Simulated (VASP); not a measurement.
# Which face does Nb expose?, part 4 of 6

Aim: compare the low-index faces of Nb at one level of theory.

VASP 6.6.1; r2SCAN; plane waves and PAW (Nb_pv).

So far. Step 4 (Surface relaxation, 7 atoms, face Nb(110)): The run ended after 11 ionic steps, 0.037 eV below its first step, once the forces on the free atoms met EDIFFG = -0.03. Step 5 (Potential and states of the slab, 7 atoms, face Nb(110)): The vacuum level lies 4.60 eV above the Fermi level at the upper face; both faces agree, as the slab has next to no dipole.

## Step 6: Relaxing the slab, 9 atoms, face Nb(100)

System of this step: Nb(100). The cell holds 9 atoms: 9 Nb. Cell: a = 3.319 Å, b = 3.319 Å, c = 28.275 Å, α = 90.0°, β = 90.0°, γ = 90.0°. It derives from Nb. 9 layers of bcc Nb, cut at this functional's lattice. Vacuum lies along c.

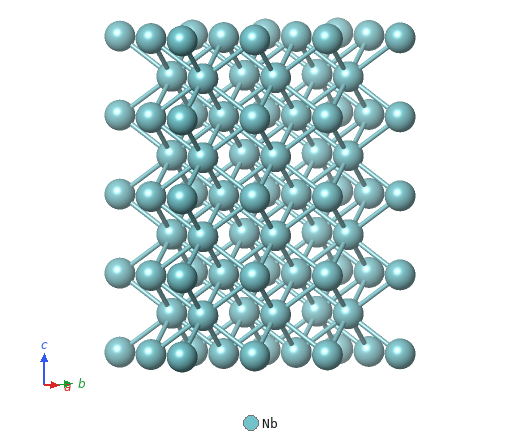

The cell of this step (niobium teal). 2×3×1 cells are drawn. Some periodic images of atoms are drawn too.

INCAR

```
SYSTEM = Nb
PREC = Normal
ENCUT = 320
EDIFF = 1E-05
NELM = 120
ISMEAR = 1
SIGMA = 0.15
LREAL = .FALSE.
ALGO = Normal
METAGGA = R2SCAN
LASPH = .TRUE.
NBANDS = 61
LORBIT = 11
LWAVE = .FALSE.
LCHARG = .FALSE.
KPAR = 4
IBRION = 2
NSW = 40
ISIF = 2
EDIFFG = -0.03
POTIM = 0.4
MAXMIX = 40
```

POSCAR

```
Nb
1.0
    3.3188419198      0.0000000000      0.0000000000
    0.0000000000      3.3188419198      0.0000000000
    0.0000000000      0.0000000000     28.2753676792
Nb
9
Direct
    0.0000000000      0.0000000000      0.2652485400
    0.5000000000      0.5000000000      0.3239364100
    0.0000000000      0.0000000000      0.3826242700
    0.5000000000      0.5000000000      0.4413121400
    0.0000000000      0.0000000000      0.5000000000
    0.5000000000      0.5000000000      0.5586878600
    0.0000000000      0.0000000000      0.6173757300
    0.5000000000      0.5000000000      0.6760635900
    0.0000000000      0.0000000000      0.7347514600
```

KPOINTS

```
Automatic mesh
0
Gamma
9 9 1
0 0 0
```

PAW data sets: Nb_pv (PBE family, release 64).

Command:

```console
$ mpirun -np 4 vasp_std
```

What it wrote:

```text
[banner, memory and clock lines left out]
running    4 mpi-ranks, on    1 nodes
 distrk:  each k-point on    1 cores,    4 groups
 distr:  one band on    1 cores,    1 groups

 POSCAR found type information on POSCAR Nb
 POSCAR found :  1 types and       9 ions
 [... a notice as in an earlier step ...]

 LDA part: xc-table for (None), standard interpolation
 POSCAR, INCAR and KPOINTS ok, starting setup
 FFT: planning ... GRIDC
 FFT: planning ... GRID_SOFT
 FFT: planning ... GRID
 WAVECAR not read
 entering main loop
       N       E                     dE             d eps       ncg     rms          rms(c)
DAV:   1     0.878301019966E+03    0.87830E+03   -0.42471E+04  2334   0.115E+03
DAV:   2    -0.168009944245E+03   -0.10463E+04   -0.10200E+04  1909   0.652E+02
DAV:   3    -0.247351390340E+03   -0.79341E+02   -0.73885E+02  2908   0.140E+02
DAV:   4    -0.253779022620E+03   -0.64276E+01   -0.61493E+01  2748   0.408E+01
DAV:   5    -0.254173887478E+03   -0.39486E+00   -0.38477E+00  3132   0.879E+00    0.734E+01
DAV:   6    -0.294865311627E+03   -0.40691E+02   -0.36250E+02  2908   0.101E+02    0.360E+01
DAV:   7    -0.403048562719E+03   -0.10818E+03   -0.33551E+03  3055   0.147E+02    0.104E+02
DAV:   8    -0.382813974854E+03    0.20235E+02   -0.37295E+02  2759   0.104E+02    0.410E+01
DAV:   9    -0.231733218544E+03    0.15108E+03   -0.24767E+02  2980   0.733E+01    0.232E+01
DAV:  10    -0.224656123555E+03    0.70771E+01   -0.10599E+02  2940   0.448E+01    0.184E+01
DAV:  11    -0.223372108950E+03    0.12840E+01   -0.14055E+01  2940   0.175E+01    0.151E+01
DAV:  12    -0.221939982052E+03    0.14321E+01   -0.17262E+00  2860   0.585E+00    0.114E+01
DAV:  13    -0.221781147944E+03    0.15883E+00   -0.14418E-01  2676   0.220E+00    0.110E+01
DAV:  14    -0.221881342485E+03   -0.10019E+00   -0.12740E-02  2716   0.608E-01    0.111E+01
DAV:  15    -0.220101060020E+03    0.17803E+01   -0.10064E+00  2780   0.532E+00    0.855E+00
DAV:  16    -0.218863447591E+03    0.12376E+01   -0.21447E+00  2780   0.858E+00    0.375E+00
DAV:  17    -0.219088583082E+03   -0.22514E+00   -0.37166E-01  2532   0.392E+00    0.381E+00
DAV:  18    -0.218923487548E+03    0.16510E+00   -0.20276E-01  2812   0.301E+00    0.257E+00
DAV:  19    -0.218976944384E+03   -0.53457E-01   -0.77632E-02  2671   0.180E+00    0.226E+00
DAV:  20    -0.218911858062E+03    0.65086E-01   -0.11698E-01  2764   0.215E+00    0.175E+00
DAV:  21    -0.218914683307E+03   -0.28252E-02   -0.36733E-02  2575   0.115E+00    0.160E+00
DAV:  22    -0.218914932065E+03   -0.24876E-03   -0.83732E-03  3108   0.481E-01    0.158E+00
DAV:  23    -0.218913957275E+03    0.97479E-03   -0.28860E-03  2711   0.353E-01    0.127E+00
DAV:  24    -0.218914808286E+03   -0.85101E-03   -0.40852E-03  2708   0.404E-01    0.866E-01
DAV:  25    -0.218915936745E+03   -0.11285E-02   -0.15610E-03  2767   0.204E-01    0.764E-01
DAV:  26    -0.218915704314E+03    0.23243E-03   -0.17295E-04  2756   0.924E-02    0.690E-01
DAV:  27    -0.218915687192E+03    0.17122E-04   -0.26012E-04  2700   0.114E-01    0.524E-01
DAV:  28    -0.218914376856E+03    0.13103E-02   -0.10826E-03  2772   0.175E-01    0.360E-01
DAV:  29    -0.218913804209E+03    0.57265E-03   -0.15486E-03  2852   0.202E-01    0.220E-01
DAV:  30    -0.218913946519E+03   -0.14231E-03   -0.18363E-04  2436   0.816E-02    0.216E-01
DAV:  31    -0.218913926642E+03    0.19878E-04   -0.16952E-05  1676   0.210E-02    0.213E-01
DAV:  32    -0.218913889691E+03    0.36950E-04   -0.58065E-05  2084   0.347E-02    0.194E-01
DAV:  33    -0.218913870134E+03    0.19557E-04   -0.30046E-04  2820   0.113E-01    0.937E-02
DAV:  34    -0.218913865151E+03    0.49835E-05   -0.70916E-05  2124   0.646E-02
   1 F= -.21891387E+03 E0= -.21891508E+03  d E =-.218914E+03
 curvature:   0.00 expect dE= 0.000E+00 dE for cont linesearch  0.000E+00
 trial: gam= 0.00000 g(F)=  0.197E+00 g(S)=  0.000E+00 ort = 0.000E+00 (trialstep = 0.100E+01)
 search vector abs. value=  0.197E+00
 bond charge predicted
       N       E                     dE             d eps       ncg     rms          rms(c)
DAV:   1    -0.218607553860E+03    0.30632E+00   -0.27782E+01  2254   0.445E+01    0.253E+00
DAV:   2    -0.219368286957E+03   -0.76073E+00   -0.58531E+00  2367   0.134E+01    0.671E+00
DAV:   3    -0.219068210675E+03    0.30008E+00   -0.13776E+00  2671   0.891E+00    0.144E+00
DAV:   4    -0.219126072773E+03   -0.57862E-01   -0.46646E-01  2836   0.421E+00    0.315E+00
DAV:   5    -0.219091967501E+03    0.34105E-01   -0.36978E-01  2804   0.329E+00    0.130E+00
DAV:   6    -0.219079711524E+03    0.12256E-01   -0.38001E-02  2588   0.121E+00    0.113E+00
DAV:   7    -0.219080707552E+03   -0.99603E-03   -0.79060E-03  2692   0.604E-01    0.848E-01
DAV:   8    -0.219078010033E+03    0.26975E-02   -0.66303E-03  2740   0.631E-01    0.710E-01
DAV:   9    -0.219077453894E+03    0.55614E-03   -0.21818E-03  3060   0.309E-01    0.569E-01
DAV:  10    -0.219077021243E+03    0.43265E-03   -0.66772E-04  2930   0.237E-01    0.398E-01
DAV:  11    -0.219076878254E+03    0.14299E-03   -0.20206E-03  2900   0.355E-01    0.193E-01
DAV:  12    -0.219076518436E+03    0.35982E-03   -0.58245E-04  2740   0.188E-01    0.236E-01
DAV:  13    -0.219076411113E+03    0.10732E-03   -0.29411E-04  2484   0.944E-02    0.147E-01
DAV:  14    -0.219076400401E+03    0.10712E-04   -0.93439E-05  2156   0.442E-02    0.124E-01
DAV:  15    -0.219076387090E+03    0.13311E-04   -0.13931E-05  1565   0.225E-02    0.992E-02
DAV:  16    -0.219076328823E+03    0.58267E-04   -0.42916E-05  1932   0.334E-02    0.644E-02
DAV:  17    -0.219076296011E+03    0.32812E-04   -0.65198E-05  1980   0.355E-02    0.244E-02
DAV:  18    -0.219076274112E+03    0.21899E-04   -0.36164E-05  1925   0.397E-02    0.108E-02
DAV:  19    -0.219076276794E+03   -0.26815E-05   -0.66291E-06  1245   0.240E-02
   2 F= -.21907628E+03 E0= -.21907656E+03  d E =-.162412E+00
[... from here on, the cycles between the ionic steps are left out ...]
   3 F= -.21917804E+03 E0= -.21918000E+03  d E =-.264176E+00
   4 F= -.21917896E+03 E0= -.21918083E+03  d E =-.265095E+00
   5 F= -.21919838E+03 E0= -.21920002E+03  d E =-.194183E-01
   6 F= -.21920298E+03 E0= -.21920438E+03  d E =-.240159E-01
   7 F= -.21920313E+03 E0= -.21920456E+03  d E =-.241679E-01
   8 F= -.21920433E+03 E0= -.21920564E+03  d E =-.120456E-02
   9 F= -.21920490E+03 E0= -.21920604E+03  d E =-.177274E-02
  10 F= -.21920588E+03 E0= -.21920699E+03  d E =-.979384E-03
  11 F= -.21920802E+03 E0= -.21920905E+03  d E =-.311884E-02
  12 F= -.21920810E+03 E0= -.21920904E+03  d E =-.319979E-02
  13 F= -.21920878E+03 E0= -.21920976E+03  d E =-.387705E-02
 curvature:  -8.58 expect dE=-0.513E-02 dE for cont linesearch -0.327E-05
 trial: gam= 0.66582 g(F)=  0.597E-03 g(S)=  0.000E+00 ort = 0.238E-04 (trialstep = 0.293E+01)
 search vector abs. value=  0.129E-02
 bond charge predicted
       N       E                     dE             d eps       ncg     rms          rms(c)
DAV:   1    -0.219183486017E+03    0.25293E-01   -0.15929E+00  2238   0.105E+01    0.523E-01
DAV:   2    -0.219208268312E+03   -0.24782E-01   -0.24389E-01  1886   0.261E+00    0.631E-01
DAV:   3    -0.219207590709E+03    0.67760E-03   -0.12743E-02  2766   0.737E-01    0.282E-01
DAV:   4    -0.219209200382E+03   -0.16097E-02   -0.22906E-03  2558   0.237E-01    0.210E-01
DAV:   5    -0.219209227780E+03   -0.27398E-04   -0.41899E-04  2932   0.122E-01    0.124E-01
DAV:   6    -0.219209263597E+03   -0.35817E-04   -0.47935E-05  1876   0.507E-02    0.852E-02
DAV:   7    -0.219209205524E+03    0.58073E-04   -0.42714E-05  1525   0.330E-02    0.468E-02
DAV:   8    -0.219209242749E+03   -0.37225E-04   -0.25081E-05  1480   0.405E-02    0.304E-02
DAV:   9    -0.219209261467E+03   -0.18719E-04   -0.78517E-06  1317   0.233E-02    0.166E-02
DAV:  10    -0.219209265971E+03   -0.45039E-05   -0.99618E-06  1403   0.219E-02
  14 F= -.21920927E+03 E0= -.21921015E+03  d E =-.487646E-03
 trial-energy change:   -0.000488  1 .order   -0.000548   -0.001795    0.000698
 step:   2.0159(harm=  2.1075)  dis= 0.00774  next Energy=  -219.209377 (dE=-0.598E-03)
 reached required accuracy - stopping structural energy minimisation
```

Elapsed: 10 min, on 4 MPI ranks of AMD EPYC 9R45, shared host; peak memory 0.92 GiB; 40 min of CPU time.

OUTCAR, selected parts (step 6):

```text
   k-points           NKPTS =     15   k-points in BZ     NKDIM =     15   number of bands    NBANDS=     61

   ENCUT  =  320.0 eV  23.52 Ry    4.85 a.u.   4.84  4.84 41.24*2*pi/ulx,y,z

   NELECT =      99.0000    total number of electrons

 E-fermi :   1.0773

 k-point     1 :       0.0000    0.0000    0.0000
  band No.  band energies     occupation
    ...
     38      -1.6849      2.00000
     39      -1.4524      2.00000
     40      -1.1559      2.00000
     41      -0.1262      2.00000
     42       1.1076      0.66569
     43       1.2104     -0.01811
     44       1.2174     -0.03365
     45       1.2481     -0.06836
     46       1.3037     -0.05447
     47       1.3335     -0.03641
    ...

  Total       -1.7488284     -1.7488284     -0.3905241      0.0000000      0.0000000     -0.0000000
  in kB       -8.9965579     -8.9965579     -2.0089867      0.0000000      0.0000000     -0.0000000
  external PRESSURE =      -6.6673675 kB  Pullay stress =       0.0000000 kB

 POSITION                                       TOTAL-FORCE (eV/Angst)
 -----------------------------------------------------------------------------------
      3.31884      0.00000      7.67725         0.000000      0.000000      0.004716
      1.65942      1.65942      9.13298         0.000000      0.000000     -0.020907
      0.00000      3.31884     10.77388        -0.000000     -0.000000      0.029793
      1.65942      1.65942     12.51001         0.000000      0.000000     -0.024831
      3.31884      0.00000     14.13768        -0.000000      0.000000      0.000000
      1.65942      1.65942     15.76536        -0.000000      0.000000      0.024831
      3.31884      0.00000     17.50148        -0.000000     -0.000000     -0.029793
      1.65942      1.65942     19.14239        -0.000000      0.000000      0.020907
      3.31884      0.00000     20.59811         0.000000     -0.000000     -0.004716
 -----------------------------------------------------------------------------------
    total drift:                                0.000000      0.000000      0.000000

  FREE ENERGIE OF THE ION-ELECTRON SYSTEM (eV)
  ---------------------------------------------------
  free  energy   TOTEN  =      -219.2092659712 eV

  energy  without entropy=     -219.2119225756  energy(sigma->0) =     -219.21015151

[... 1 part as in an earlier step ...]

[... 15 further parts left out ...]
```

The run keeps the 16 symmetry operations of its start, so it cannot find a distortion of lower symmetry.

Relaxation path:

```
step  energy less that of the first step (eV)  largest force (eV/Å)
   1                                   0.0000                1.1257
   2                                  -0.1624                0.8173
   3                                  -0.2642                0.3388
   4                                  -0.2651                0.2872
   5                                  -0.2845                0.1501
   6                                  -0.2891                0.1047
   7                                  -0.2893                0.0794
   8                                  -0.2905                0.0475
   9                                  -0.2910                0.0755
  10                                  -0.2920                0.0657
  11                                  -0.2942                0.0399
  12                                  -0.2942                0.1017
  13                                  -0.2949                0.0653
  14                                  -0.2954                0.0298
```

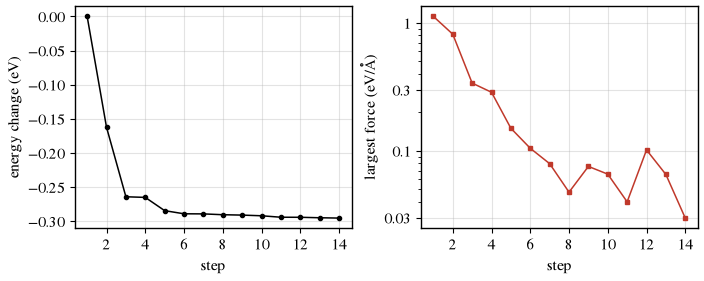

Energy and largest force along the relaxation.

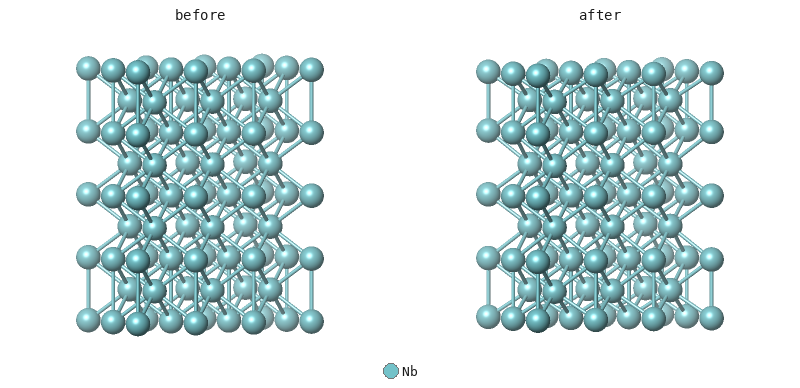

The structure before and after the relaxation, drawn at the same scale.

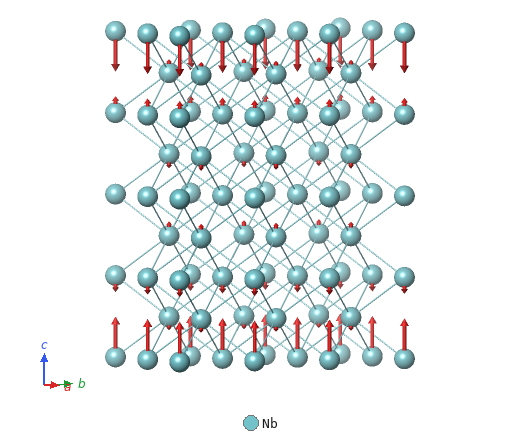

Displacements in the relaxation, exaggerated; the longest in the cell stands for 0.18 Å. 2×3×1 cells are drawn. Some periodic images of atoms are drawn too.

The atoms that moved most (Å):

```
atom     dx     dy      dz  length
 Nb1  0.000  0.000   0.177   0.177
 Nb9  0.000  0.000  -0.177   0.177
 Nb3  0.000  0.000  -0.045   0.045
 Nb7  0.000  0.000   0.045   0.045
 Nb6  0.000  0.000  -0.032   0.032
 Nb4  0.000  0.000   0.032   0.032
 Nb2  0.000  0.000  -0.026   0.026
 Nb8  0.000  0.000   0.026   0.026
```

The relaxed structure:

```xyz
9
Lattice="3.3188 0.0000 0.0000 0.0000 3.3188 0.0000 0.0000 0.0000 28.2754" Properties=species:S:1:pos:R:3
Nb    0.0000    0.0000    7.6773
Nb    1.6594    1.6594    9.1330
Nb    0.0000    0.0000   10.7739
Nb    1.6594    1.6594   12.5100
Nb    0.0000    0.0000   14.1377
Nb    1.6594    1.6594   15.7654
Nb    0.0000    0.0000   17.5015
Nb    1.6594    1.6594   19.1424
Nb    0.0000    0.0000   20.5981
```

Numbers from this step:

```yaml
electronic_cycles: 151
electrons: 99
free_energy_toten: -219.2093 eV
energy_at_zero_smearing: -219.2102 eV
fermi_energy: 1.077 eV
```

The run ended after 14 ionic steps, 0.295 eV below its first step, once the forces on the free atoms met EDIFFG = -0.03.

[end of part 4 of 6]

[Lines on the potential files, build, host, timing and source positions are cut from VASP's logs without a mark.]

[Logs are printed without paths, hosts, clocks, repeated set-up lines and the standing remarks that a program may print on its own settings, such as how far it seeks lower states.]

[Hosts, paths, dates, database ids (printed as entryN), source tags and the programs' standing remarks are cut or masked in the printed files.]

[Runs that stopped without an error message from VASP are left out.]
